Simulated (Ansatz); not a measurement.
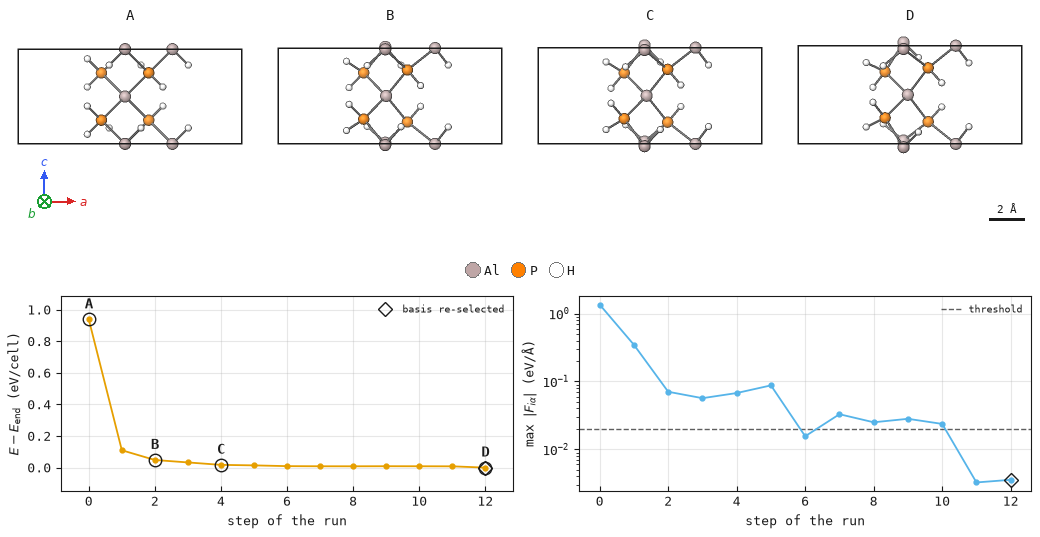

Frames of a relaxation of a wire of composition AlPH$_{3}$, marked on the history of the run. The picture is a ball-and-stick view of the cell of the calculation, with the vacuum cut short, seen along the b axis.

Case: wire along [0 0 1], 8 atoms a period, capped with H.

Method: DFT PBE, scalar-relativistic, plane waves, PAW in Ansatz 0.2.0. Set-up: plane-wave cutoff 420 eV; k-point mesh 1 × 1 × 6; occupations gaussian; smearing width 0.05 eV; no spin polarisation; cell relaxed at fixed a, b, alpha, beta, gamma; force threshold 0.02 eV/Å; at most 45 steps.

> Describe the path.

The largest moves relative to the centre of the atoms, 0.49 Å, are those of H atoms. By element the largest moves are H 0.49 Å, Al 0.28 Å, P 0.26 Å. Along the periodic axis the drawn cell goes c 5.507 → 5.708 Å (+3.7 %). Some distances before and after: Al–P 2.385 → 2.469 Å, Al–P 2.385 → 2.443 Å, Al–P 2.385 → 2.422 Å, Al–P 2.385 → 2.361 Å. Among the angles between lasting bonds that change: H–Al–H 109.5° → 123.3°, P–Al–P 109.5° → 97.7°, Al–P–Al 109.5° → 120.5°. The energy falls by 0.938 eV per cell of the calculation in 11 accepted moves (12 points after the start). Largest force component: 1.4 eV/Å at the start, 0.0036 eV/Å at the end. The SCF was repeated once at an unchanged geometry on a basis and grid sized afresh for the cell, which shifted the energy by 8.2 meV per cell of the calculation at most. From step 0 to 2: H atoms move most (0.29 Å), energy −0.890 eV per cell of the calculation. From step 2 to 4: H atoms move most (0.22 Å), energy −30.8 meV per cell of the calculation. From step 4 to 12: H atoms move most (0.24 Å), energy −17.5 meV per cell of the calculation.

```
step  E − E(0), meV/atom  largest force component, eV/Å                      note
   0                0.00                         1.3503                          
   1              -41.42                         0.3458                          
   2              -44.51                         0.0705                          
   3              -45.28                         0.0567                          
   4              -46.05                         0.0675                          
   5              -46.21                         0.0875                          
   6              -46.45                         0.0156                          
   7              -46.49                         0.0329                          
   8              -46.50                         0.0251                          
   9              -46.47                         0.0282                          
  10              -46.49                         0.0237                          
  11              -46.51                         0.0033                          
  12              -46.92                         0.0036  same geometry, new basis
```
